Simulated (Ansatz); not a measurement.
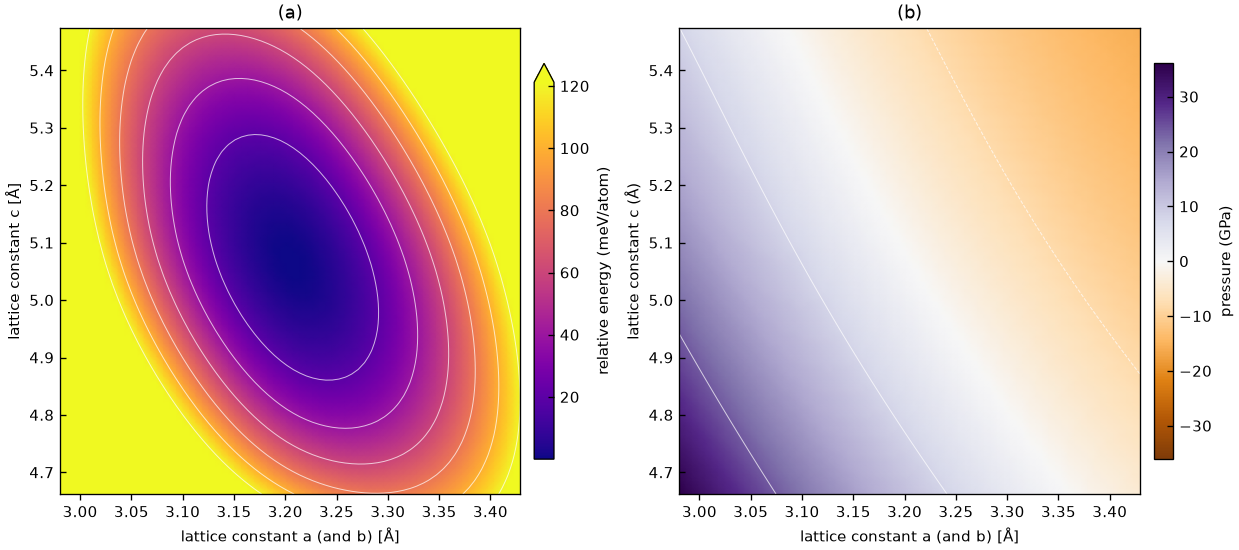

Hf (P6_3/mmc, No. 194; 2 atoms in the cell). The energy is mapped over the lattice constants a and c of the conventional cell. Coordinates scanned: (1) lattice constant a (and b); (2) lattice constant c. Nothing is relaxed (symmetry fixes all fractional coordinates). Grid: 5 × 5 points. Energies are in meV/atom, from the lowest grid point. The calculation used DFT PBE, scalar-relativistic, plane waves, PAW (Ansatz). Settings: cutoff 420 eV, k-mesh 18×18×10 in the order of the run's cell vectors, gaussian smearing 0.15 eV, no spin polarisation.

Panel (a) is the energy and panel (b) the computed pressure on the same grid.

In the figure: a smooth colour map with a few white contour lines, one colour for all values above the top of the scale. Between grid points the surface is interpolated.

How does the pressure vary over the map, and what is it at the lowest grid point?

Answer. It runs from −15.7 GPa at lattice constant a (and b) = 3.429 Å, lattice constant c = 5.473 Å to 36.1 GPa at lattice constant a (and b) = 2.981 Å, lattice constant c = 4.662 Å. At the lowest grid point, lattice constant a (and b) = 3.205 Å, lattice constant c = 5.068 Å, it is 0.0 GPa.
